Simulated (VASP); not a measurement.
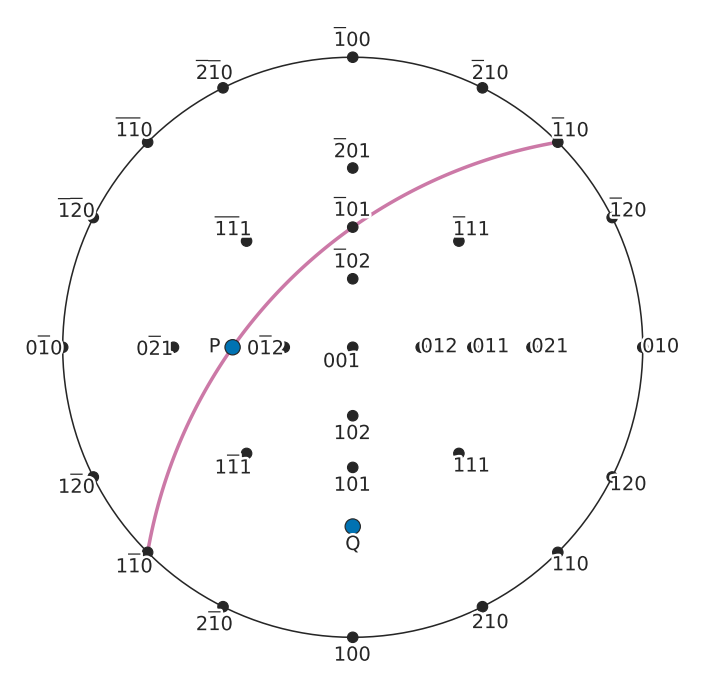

Crystal: AlRu, the geometry relaxed with VASP Kohn-Sham DFT of a periodic cell, PW91 with D4, VASP PAW PBE potentials, recommended (VASP 6.6.1). Stereographic projection of plane normals (upper hemisphere) centred on (0 0 1). Geometry calculated from the standardised cell; symmetry tolerance 0.002 Å.

a = 2.985 Å, b = 2.985 Å, c = 2.985 Å, α = 90.00°, β = 90.00°, γ = 90.00°.

### Index the poles marked P, Q.

P is (0 −1 1), 45.0° from the centre; Q is (2 0 1), 63.4° from the centre.

### Which zone does the coloured great circle trace?

The zone [1 1 1]: its poles satisfy h + k + l = 0.

### What is the angle between the normals of (−1 −1 0) and (1 −1 0), and what are their d_hkl = 1/|g|?

90.0°; d = 2.111 Å and 2.111 Å.
